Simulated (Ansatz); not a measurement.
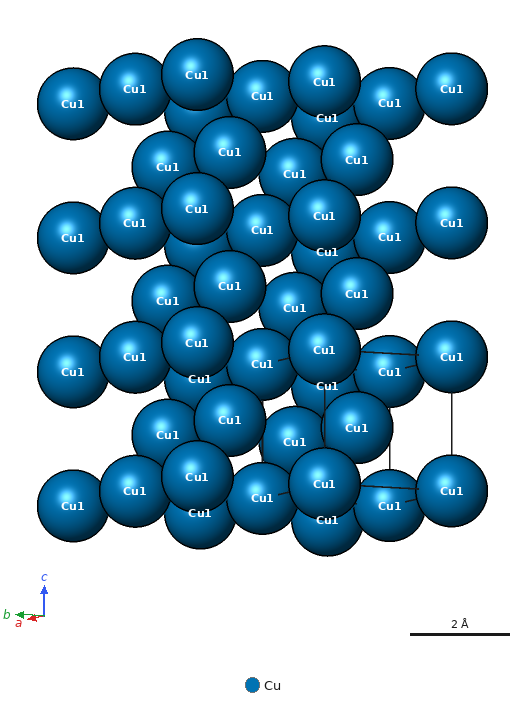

Figure 1. The structure as given in the input (spheres-only view of the cell 2 times as large as that of the calculation, set on its symmetry axes, repeated 2 × 2 × 3, seen at an oblique angle; atoms are numbered from 1 in the order of the input). An atom can appear more than once, as a periodic image.

**Run report: Cu, geometry relaxation**

The run: geometry relaxation of Cu (1 atom in the cell). Method and program: DFT r2SCAN, scalar-relativistic, plane waves, PAW, no spin polarisation (Ansatz 0.2.0).

The structure derives from a Materials Project entry. Figures and captions count atoms from 1; the log counts them from 0 in places.

The input:
```yaml
crystal:
  lattice:
    - [-1.44279332, 1.44279332, 1.37608145]
    - [1.44279332, -1.44279332, 1.37608145]
    - [1.44279332, 1.44279332, -1.37608145]
  atoms:
    - { symbol: Cu, position: [0.0, 0.0, 0.0] }
basis:
  ecutwfc: 500
kpoints:
  mp_grid: { grid: [20, 20, 20] }
hamiltonian:
  xc: r2scan
scf:
  occupations: { method: gaussian, width: 0.1 }
output:
  forces: true
  stress: true
  eigenvalues: true
relax:
  adjacent_minimum: "off"
  f_tol: 0.005
  max_steps: 80
  cell: { stress_tol: 0.05 }
```

Hardware: 1 thread of Arm Neoverse V2, 24 GiB of memory available, shared host.

Launched with:
```bash
ansatz run input.yaml --threads 1 --pin off --max-ram 2560MiB --backend cpu --events-out ev --progress --plain --runs-dir out
```

The program's output:
```
Engine: ansatz 0.2.0, aarch64-unknown-linux-gnu
Pseudopotentials: kind: paw
Pseudopotential: Cu, paw, valence charge 19, recommended cutoff 500 eV (meta_gga), Cu.paw.azcp
Functional definition: r2SCAN
  parameter k0 = 0.174
  parameter k1 = 0.065
  parameter a1 = 4.9479
  exchange = r2scan_x(k0 = k0, k1 = k1, a1 = a1)
  correlation = r2scan_c
Crystal: 1 atoms, lattice volume = 11.458 Å³
Basis set: ecut = 500 eV, 313 PW (Γ), exchange–correlation on 72×72×72 points (64 copies of the dense FFT grid, shifted against one another)
Bands: 14, of which v1, the nominal top of the filled ones, is band 10 counted from 1 (9 counted from 0)
Symmetry: 16 space group operations
Space group: I4/mmm (ITA 139), of the structure as read, at distance tolerance 2.3e-5 Å
k-points: 641 of 8000
Non-local potential: Cu, projectors of the file, l = 0: 3, l = 1: 2, l = 2: 3, l = 3: 1
PAW form: soft (Blöchl's): semilocal exchange-correlation on the pseudo side does not see the compensation charge
PAW frozen core: Cu, regenerated for the run's functional (the file was generated under x = pbe(κ = 0.804, μ = 0.2195149727645171), c = pbe(β = 0.06672455060314922))
PAW one-centre angular grid: Cu, 590 points (default); XC on 160 Gauss nodes
Initial density: superposition of atomic densities (neutral atoms: chi_scale 0, normalization atom), corrected by the library's trained network
Initial wavefunctions: pseudopotential atomic-orbital guess
Functional: x = r2scan, c = r2scan; τ floored in thin density (d = 2e-4 eV/Å³)
SCF iter   1: F=—  HF=-6631.218920 eV  |F-HF|=—  |Δ(HF+E_count)|=         —  Δρ=3.94e-2  dr2=9.70e-2  dr2_τ=7.33e-4  ethr=1.77e-3  ⟨swp⟩=5.2  Hψ=44804  notcnv=0
preconditioner: auto → none  [metal: Δε(μ)=0.012 eV  Ē_g=18.559 eV  σ=0.100 eV  W_gap=0.07  n_scr=0 (ndim 8)  ℏωp=36.4 eV  f_vac=0.000  D(μ)=0.48/eV (n_scr^D=0)]
SCF iter   2: F=—  HF=-6631.229580 eV  |F-HF|=—  |Δ(HF+E_count)|=   1.07e-2  Δρ=3.85e-2  dr2=9.15e-2  dr2_τ=1.04e-3  ethr=5.11e-4  ⟨swp⟩=2.4  Hψ=20599  notcnv=0  defer=272
SCF iter   3: F=—  HF=-6631.201067 eV  |F-HF|=—  |Δ(HF+E_count)|=   2.85e-2  Δρ=4.11e-3  dr2=1.10e-3  dr2_τ=8.27e-6  ethr=4.81e-4  ⟨swp⟩=2.1  Hψ=15011  notcnv=0  defer=272
SCF iter   4: F=—  HF=-6631.200987 eV  |F-HF|=—  |Δ(HF+E_count)|=   8.06e-5  Δρ=3.85e-4  dr2=1.40e-5  dr2_τ=5.41e-7  ethr=5.79e-6  ⟨swp⟩=1.5  Hψ=11165  notcnv=0  defer=271
SCF iter   5: F=—  HF=-6631.200988 eV  |F-HF|=—  |Δ(HF+E_count)|=   1.14e-6  Δρ=1.63e-4  dr2=1.41e-6  dr2_τ=4.16e-8  ethr=7.34e-8  ⟨swp⟩=2.2  Hψ=11836  notcnv=0  defer=271
SCF iter   6: F=—  HF=-6631.200991 eV  |F-HF|=—  |Δ(HF+E_count)|=   2.84e-6  Δρ=4.15e-5  dr2=1.23e-7  dr2_τ=1.62e-9  ethr=7.43e-9  ⟨swp⟩=2.0  Hψ=12276  notcnv=0  defer=271
SCF iter   7: F=-6631.200991 eV  HF=-6631.200991 eV  |F-HF|=9.21e-10  |Δ(HF+E_count)|=   2.36e-8  Δρ=4.10e-6  dr2=9.06e-10  dr2_τ=2.69e-11  ethr=5.26e-10  ⟨swp⟩=5.9  Hψ=38225  notcnv=0
SCF 1 converged in 7 iterations: F = -6631.200991 eV  dr2 = 9.06e-10
  greatest PAW one-centre occupation: 1.000 electrons in one spin orbital (limit 2), on the Cu atom at site 0 (counted from 0), in its partial waves of l = 0
relax step   1: F+E_penalty+E_count = -6631.20099080 eV  Δ(F+E_penalty+E_count) = +0.000e0 eV  max|allowed force component| = 0.000e0 eV/Å  Δτ_max = 0.0000 Å  P = +0.292 GPa  Ω = 11.458 Å³  (7 SCF iters, dr2 threshold 1.00e-7 eV, accepted)
Crystal: 1 atoms, lattice volume = 11.468 Å³
Initial density: handed on by an earlier stage of this run
Initial wavefunctions: those handed on with the density
iter 1 solved again at ethr=7.30e-8 eV; its pass at ethr=3.10e-3 eV (dr2=1.39e-5 eV) is discarded
SCF iter   1: F=—  HF=-6631.200991 eV  |F-HF|=—  |Δ(HF+E_count)|=         —  Δρ=4.38e-4  dr2=1.36e-5  dr2_τ=1.95e-5  ethr=7.30e-8  ⟨swp⟩=2.3  Hψ=55956  notcnv=0
preconditioner: auto → none  [metal: Δε(μ)=0.008 eV  Ē_g=18.330 eV  σ=0.100 eV  W_gap=0.04  n_scr=0 (ndim 8)  ℏωp=36.4 eV  f_vac=0.000  D(μ)=0.45/eV (n_scr^D=0)]
SCF iter   2: F=—  HF=-6631.201022 eV  |F-HF|=—  |Δ(HF+E_count)|=   3.10e-5  Δρ=6.04e-4  dr2=2.18e-5  dr2_τ=1.55e-7  ethr=7.13e-8  ⟨swp⟩=2.0  Hψ=14181  notcnv=0
SCF iter   3: F=—  HF=-6631.201016 eV  |F-HF|=—  |Δ(HF+E_count)|=   5.52e-6  Δρ=1.83e-4  dr2=1.79e-6  dr2_τ=2.30e-8  ethr=7.13e-8  ⟨swp⟩=2.4  Hψ=11809  notcnv=0
SCF iter   4: F=-6631.201016 eV  HF=-6631.201016 eV  |F-HF|=1.95e-8  |Δ(HF+E_count)|=   4.14e-7  Δρ=1.32e-5  dr2=7.23e-9  dr2_τ=5.02e-10  ethr=5.26e-10  ⟨swp⟩=3.1  Hψ=35702  notcnv=0
SCF 2 converged in 4 iterations: F = -6631.201016 eV  dr2 = 7.23e-9
relax step   2: F+E_penalty+E_count = -6631.20101604 eV  Δ(F+E_penalty+E_count) = -2.524e-5 eV  max|allowed force component| = 0.000e0 eV/Å  Δτ_max = 0.0000 Å  P = +0.150 GPa  Ω = 11.468 Å³  energy of the carried Pulay correction = -6.050e-6 eV  (4 SCF iters, dr2 threshold 1.00e-7 eV, accepted)
Crystal: 1 atoms, lattice volume = 11.486 Å³
iter 1 solved again at ethr=2.33e-7 eV; its pass at ethr=3.10e-3 eV (dr2=4.43e-5 eV) is discarded
SCF iter   1: F=—  HF=-6631.200777 eV  |F-HF|=—  |Δ(HF+E_count)|=         —  Δρ=7.88e-4  dr2=4.33e-5  dr2_τ=2.16e-4  ethr=2.33e-7  ⟨swp⟩=2.0  Hψ=57066  notcnv=0
preconditioner: auto → none  [metal: Δε(μ)=0.003 eV  Ē_g=18.311 eV  σ=0.100 eV  W_gap=0.02  n_scr=0 (ndim 8)  ℏωp=36.3 eV  f_vac=0.000  D(μ)=0.45/eV (n_scr^D=0)]
SCF iter   2: F=—  HF=-6631.201072 eV  |F-HF|=—  |Δ(HF+E_count)|=   2.95e-4  Δρ=1.07e-3  dr2=6.75e-5  dr2_τ=5.18e-7  ethr=2.28e-7  ⟨swp⟩=2.0  Hψ=15089  notcnv=0
SCF iter   3: F=—  HF=-6631.201055 eV  |F-HF|=—  |Δ(HF+E_count)|=   1.67e-5  Δρ=3.25e-4  dr2=5.54e-6  dr2_τ=9.01e-8  ethr=2.28e-7  ⟨swp⟩=2.4  Hψ=11773  notcnv=0
SCF iter   4: F=—  HF=-6631.201055 eV  |F-HF|=—  |Δ(HF+E_count)|=   3.23e-7  Δρ=6.62e-5  dr2=1.99e-7  dr2_τ=7.54e-9  ethr=2.92e-8  ⟨swp⟩=2.0  Hψ=12258  notcnv=0
SCF iter   5: F=-6631.201055 eV  HF=-6631.201055 eV  |F-HF|=3.33e-9  |Δ(HF+E_count)|=   2.76e-7  Δρ=2.57e-5  dr2=3.45e-8  dr2_τ=5.29e-10  ethr=5.26e-10  ⟨swp⟩=5.0  Hψ=44446  notcnv=0
SCF 3 converged in 5 iterations: F = -6631.201055 eV  dr2 = 3.45e-8
relax step   3: F+E_penalty+E_count = -6631.20105531 eV  Δ(F+E_penalty+E_count) = -3.927e-5 eV  max|allowed force component| = 0.000e0 eV/Å  Δτ_max = 0.0000 Å  P = -0.084 GPa  Ω = 11.486 Å³  energy of the carried Pulay correction = -1.678e-5 eV  (5 SCF iters, dr2 threshold 1.00e-7 eV, accepted)
Crystal: 1 atoms, lattice volume = 11.479 Å³
Basis set: ecut = 500 eV, 297 PW (Γ), exchange–correlation on 72×72×72 points (64 copies of the dense FFT grid, shifted against one another)
iter 1 solved again at ethr=4.03e-8 eV; its pass at ethr=3.10e-3 eV (dr2=7.67e-6 eV) is discarded
SCF iter   1: F=—  HF=-6631.201008 eV  |F-HF|=—  |Δ(HF+E_count)|=         —  Δρ=3.33e-4  dr2=7.19e-6  dr2_τ=4.60e-5  ethr=4.03e-8  ⟨swp⟩=2.0  Hψ=56998  notcnv=0
preconditioner: auto → none  [metal: Δε(μ)=0.005 eV  Ē_g=18.312 eV  σ=0.100 eV  W_gap=0.03  n_scr=0 (ndim 8)  ℏωp=36.3 eV  f_vac=0.000  D(μ)=0.44/eV (n_scr^D=0)]
SCF iter   2: F=—  HF=-6631.201070 eV  |F-HF|=—  |Δ(HF+E_count)|=   6.21e-5  Δρ=4.13e-4  dr2=1.03e-5  dr2_τ=8.45e-8  ethr=3.79e-8  ⟨swp⟩=2.0  Hψ=15092  notcnv=0
SCF iter   3: F=—  HF=-6631.201067 eV  |F-HF|=—  |Δ(HF+E_count)|=   2.76e-6  Δρ=6.72e-5  dr2=2.37e-7  dr2_τ=7.56e-9  ethr=3.79e-8  ⟨swp⟩=2.0  Hψ=12091  notcnv=0
SCF iter   4: F=-6631.201067 eV  HF=-6631.201067 eV  |F-HF|=6.13e-8  |Δ(HF+E_count)|=   1.68e-7  Δρ=3.03e-5  dr2=4.75e-8  dr2_τ=2.03e-9  ethr=3.15e-10  ⟨swp⟩=5.0  Hψ=44443  notcnv=0
SCF 4 converged in 4 iterations: F = -6631.201067 eV  dr2 = 4.75e-8
relax step   4: F+E_penalty+E_count = -6631.20106722 eV  Δ(F+E_penalty+E_count) = -1.191e-5 eV  max|allowed force component| = 0.000e0 eV/Å  Δτ_max = 0.0000 Å  P = +0.019 GPa  Ω = 11.479 Å³  energy of the carried Pulay correction = -1.325e-5 eV  (4 SCF iters, dr2 threshold 5.99e-8 eV, accepted)
Initial wavefunctions: pseudopotential atomic-orbital guess (no wavefunctions were taken with the density)
iter 1 solved again at ethr=5.48e-10 eV; its pass at ethr=3.10e-3 eV (dr2=1.04e-7 eV) is discarded
SCF iter   1: F=—  HF=-6631.201073 eV  |F-HF|=—  |Δ(HF+E_count)|=         —  Δρ=1.44e-4  dr2=9.82e-8  dr2_τ=1.71e-8  ethr=5.48e-10  ⟨swp⟩=3.7  Hψ=74540  notcnv=0
preconditioner: auto → none  [metal: Δε(μ)=0.006 eV  Ē_g=18.313 eV  σ=0.100 eV  W_gap=0.03  n_scr=0 (ndim 8)  ℏωp=36.3 eV  f_vac=0.000  D(μ)=0.44/eV (n_scr^D=0)]
SCF iter   2: F=—  HF=-6631.201079 eV  |F-HF|=—  |Δ(HF+E_count)|=   6.66e-6  Δρ=7.20e-5  dr2=2.36e-8  dr2_τ=1.65e-7  ethr=5.17e-10  ⟨swp⟩=2.1  Hψ=11556  notcnv=0
SCF iter   3: F=—  HF=-6631.201082 eV  |F-HF|=—  |Δ(HF+E_count)|=   2.76e-6  Δρ=2.66e-5  dr2=4.20e-8  dr2_τ=5.65e-10  ethr=1.24e-10  ⟨swp⟩=2.2  Hψ=14004  notcnv=0
SCF iter   4: F=—  HF=-6631.201082 eV  |F-HF|=—  |Δ(HF+E_count)|=   5.65e-9  Δρ=2.61e-6  dr2=1.98e-10  dr2_τ=2.23e-11  ethr=1.24e-10  ⟨swp⟩=2.0  Hψ=12316  notcnv=0
SCF iter   5: F=—  HF=-6631.201082 eV  |F-HF|=—  |Δ(HF+E_count)|=  5.49e-10  Δρ=4.90e-7  dr2=1.30e-11  dr2_τ=3.13e-12  ethr=1.04e-12  ⟨swp⟩=2.5  Hψ=14407  notcnv=0
SCF iter   6: F=-6631.201082 eV  HF=-6631.201082 eV  |F-HF|=6.37e-12  |Δ(HF+E_count)|=  2.18e-11  Δρ=1.30e-7  dr2=2.78e-13  dr2_τ=3.94e-13  ethr=1.00e-12  ⟨swp⟩=4.9  Hψ=32820  notcnv=0
SCF 5 converged in 6 iterations: F = -6631.201082 eV  dr2 = 2.78e-13
relax step   5: F+E_penalty+E_count = -6631.20108213 eV  Δ(F+E_penalty+E_count) = -1.491e-5 eV  max|allowed force component| = 0.000e0 eV/Å  Δτ_max = 0.0000 Å  P = +0.021 GPa  Ω = 11.479 Å³  stress off target by 3.09e-2 GPa  SCF on the basis re-selected at this cell (its energy is not comparable with the rows above)  (6 SCF iters)
```

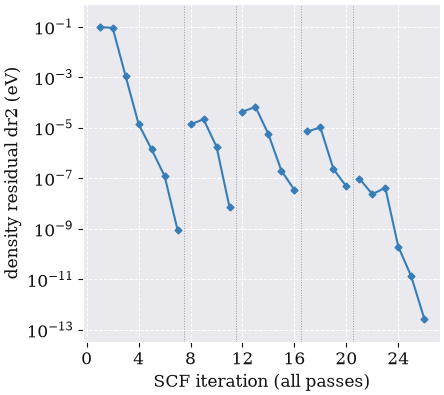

Figure 2. Convergence of the self-consistent field: density residual dr2 against the SCF iteration. The dotted lines part the SCF passes of the relaxation: geometry steps, rejected trials and re-solves on a re-selected basis. The 5 passes take 4 to 7 iterations each, 26 in all.

```
basis re-selected at this cell: Δ(F+E_penalty+E_count) = -1.491e-5 eV, ΔP = +0.002 GPa vs the last step (what re-selecting the basis moved, of the pressure what is left beyond the Pulay correction that the steps carried, after the strain that the cell walked since its last selection, with what the two solves' SCF thresholds leave and, on support functions, any second-order correction that the steps lacked; it is no measure of the basis error at this ecutwfc). This SCF's stress stands 3.09e-2 GPa from its target on what of the cell is left free (relax.cell.stress_tol is 5.00e-2 GPa) and its largest allowed force component is 0.00e0 eV/Å (relax.f_tol is 5.00e-3 eV/Å): within both
SCF converged after 6 iterations
Free energy (F): -6631.201082 eV
Harris-Foulkes:  -6631.201082 eV  (|F-HF|=6.37e-12)
Internal energy: -6631.198858 eV  (E = F + TS)
E sigma→0 (E₀):  -6631.199970 eV
Entropy (-TS):   -0.002224 eV (-2.224 meV/atom)
Fermi energy:    17.178610 eV
--- Per-component energies (eV) ---
  E_band       = -376.124995
  E_kinetic    = 299.973948
  E_local      = -4008.465216  (includes V_loc(G=0)·N_el)
  E_nonlocal   = 395.545944
  E_hartree    = 1771.999675
  E_xc         = -83.886626
  E_vxc        = -124.799421  (∫ρ·V_xc dr)
  E_paw        = -1678.256278  (= ΣΔE_a)
  E_vpaw       = -491.362227  (= ΣTr[D̂ρ^β])
  E_aug_tail   = 0.000157  (compensation charges beyond the density's cutoff)
  E_vtau       = 8.982449  (kinetic-family band-sum trace: ∫τ·v_τ [+ j·A + Jᵃ·Aᵃ] dr)
  E_ewald      = -3327.809354
  E_core_change = -0.301108  (= ΣΔE_core)
  E_smearing   = -0.002224  (= −TS)
  E_closure    = -0.000000  (closes the sum)
  Σ components = -6631.201082   (vs F -6631.201082, Δ=0.00e0)
--- Forces (eV/Å), atoms counted from 1 ---
  atom   1  Cu    -0.00000000    -0.00000000     0.00000000
  max |Σ_I F_I| component: 4.93e-32 eV/Å
--- Stress (GPa, compression-positive) ---
        0.030891      -0.000000      -0.000000
       -0.000000       0.030891       0.000000
       -0.000000      -0.000000       0.001431
  P = ⅓ Tr σ = 0.0211 GPa (0.211 kbar)
--- Band table (eV; the first three rows and the last of 641) ---
  k-point 0: bands = ["-99.3393", "-55.0942", "-55.0897", "-55.0897", "7.2245", "13.7481", "13.9795", "13.9795", "14.8156", "15.0576", "42.8840", "42.8840", "44.4936", "47.0112"]
  k-point 1: bands = ["-99.3389", "-55.0953", "-55.0928", "-55.0896", "7.3233", "13.7502", "13.9628", "14.0171", "14.7960", "15.0551", "41.4948", "42.8611", "44.2316", "45.9332"]
  k-point 2: bands = ["-99.3377", "-55.1019", "-55.0982", "-55.0893", "7.6172", "13.7531", "13.9148", "14.1276", "14.7452", "15.0483", "38.9115", "42.5432", "43.6405", "45.0164"]
  k-point 640: bands = ["-99.3082", "-55.1893", "-55.1893", "-55.1800", "12.1650", "12.2271", "15.5504", "15.5504", "15.6179", "25.1790", "25.1790", "27.4496", "30.7978", "31.5637"]
--- Relaxed structure (4 steps of the walk, 4 accepted, 1 SCFs on fresh bases) ---
  F+E_penalty+E_count = -6631.20108213 eV   max|allowed force component| = 0.000e0 eV/Å   (the final SCF, on the basis selected at the relaxed cell)
  cell:  # Å, volume = 11.4793 Å³
    - [-1.4476911058882922, 1.4476911058882922, 1.36931402641473]
    - [1.4476911058882922, -1.4476911058882922, 1.36931402641473]
    - [1.4476911058882922, 1.4476911058882922, -1.36931402641473]
  atoms:
    - { symbol: Cu, position: [0.0, 0.0, 0.0] }
```

Trajectory as extended XYZ (Å, eV, eV/Å), 5 frames, from step=1 to step=5:
```
1
Lattice="-1.4428 1.4428 1.3761 1.4428 -1.4428 1.3761 1.4428 1.4428 -1.3761" Properties=species:S:1:pos:R:3:forces:R:3 step=1 energy=-6631.20099 pressure_GPa=0.29
Cu    0.0000    0.0000    0.0000    0.0000   0.0000   0.0000
1
Lattice="-1.4438 1.4438 1.3754 1.4438 -1.4438 1.3754 1.4438 1.4438 -1.3754" Properties=species:S:1:pos:R:3:forces:R:3 step=2 energy=-6631.20102 pressure_GPa=0.15
Cu    0.0000    0.0000    0.0000    0.0000   0.0000   0.0000
1
Lattice="-1.4469 1.4469 1.3717 1.4469 -1.4469 1.3717 1.4469 1.4469 -1.3717" Properties=species:S:1:pos:R:3:forces:R:3 step=3 energy=-6631.20106 pressure_GPa=-0.08
Cu    0.0000    0.0000    0.0000    0.0000   0.0000   0.0000
1
Lattice="-1.4477 1.4477 1.3693 1.4477 -1.4477 1.3693 1.4477 1.4477 -1.3693" Properties=species:S:1:pos:R:3:forces:R:3 step=4 energy=-6631.20107 pressure_GPa=0.02
Cu    0.0000    0.0000    0.0000    0.0000   0.0000   0.0000
1
Lattice="-1.4477 1.4477 1.3693 1.4477 -1.4477 1.3693 1.4477 1.4477 -1.3693" Properties=species:S:1:pos:R:3:forces:R:3 step=5 energy=-6631.20108 pressure_GPa=0.02
Cu    0.0000    0.0000    0.0000    0.0000   0.0000   0.0000
```

Summary:

```tsv
quantity	value
outcome	converged
space group (tolerance 0.01 Å)	I4/mmm (139)
electrons treated	19
free energy	−6631.2011 eV
Fermi energy	17.179 eV
gap on the k-point mesh	none (metallic)
pressure	0.02 GPa
final volume	11.48 Å³
largest force (length of the vector) at the end	under 0.001 eV/Å
final cell	a = 2.463 Å, b = 2.463 Å, c = 2.463 Å, α = 108.00°, β = 108.00°, γ = 112.45°
wall time	56 s
peak memory	0.44 GiB
```
